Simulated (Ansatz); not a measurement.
System: zincblende GaN, space group F-43m, 2 atoms in the primitive cell, relaxed with r2SCAN; unstrained, cubic a = 4.498 Å. The cell is strained biaxially in the xy plane; the length along z is relaxed again with r2SCAN. Points keep the names of the unstrained cell; those that the strain makes unlike carry their directions on the cubic axes x, y, z. Ansatz 0.2.0; r2SCAN, Ansatz PAW set, no spin polarisation, no spin-orbit coupling, 10×10×10 k mesh, 500 eV cutoff, fixed occupations.

At 0 % the lowest conduction levels at the points plotted lie 2.17 eV (Γ), 3.77 eV (X [100]/[010]) and 3.77 eV (X [001]) above the valence top at Γ.

Q: How does each level move from −4 % to +4 %?

A: Γ falls by 0.57 eV, X [100]/[010] goes from 3.48 through a maximum of 3.77 eV near 0 % to 3.75 eV and X [001] falls by 0.84 eV. Unstrained, the X points are equivalent. At −4 % the lowest conduction level is 3.48 eV at X [100]/[010] and 4.09 eV at X [001] above the valence top, a splitting of 0.61 eV, or 152 meV for each 1 % of strain on average. The lowest is the one at Γ, over the whole range, so among these points the gap stays direct.

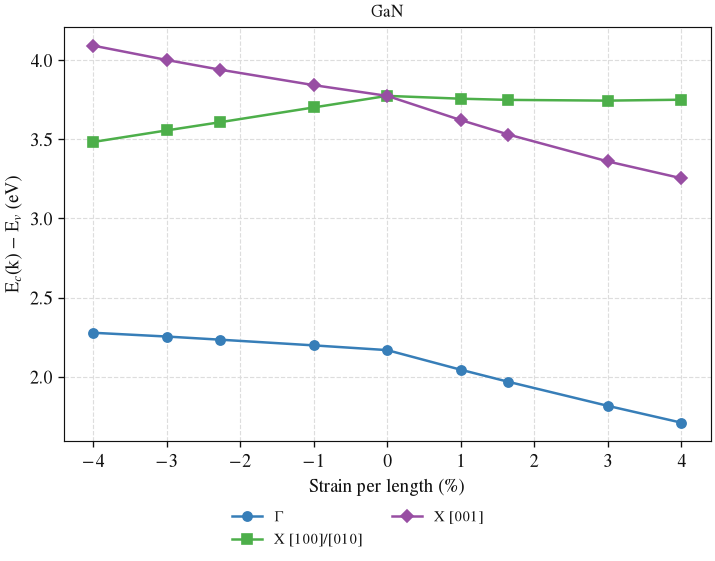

Lowest conduction level at each named k point, counted from the valence-band top at Γ.

```csv
strain,Γ (eV),X [100]/[010] (eV),X [001] (eV)
−4 %,2.28,3.48,4.09
−3 %,2.25,3.56,4.00
−2.28 %,2.23,3.61,3.94
−1 %,2.20,3.70,3.84
0 %,2.17,3.77,3.77
+1 %,2.04,3.76,3.62
+1.65 %,1.97,3.75,3.53
+3 %,1.82,3.74,3.36
+4 %,1.71,3.75,3.25
```

The strain splits the threefold valence top at Γ, and levels count from its highest part. The PAW data sets were made with another functional. LDA, GGA and most meta-GGA functionals understate gaps. The usual form of GaN is wurtzite.
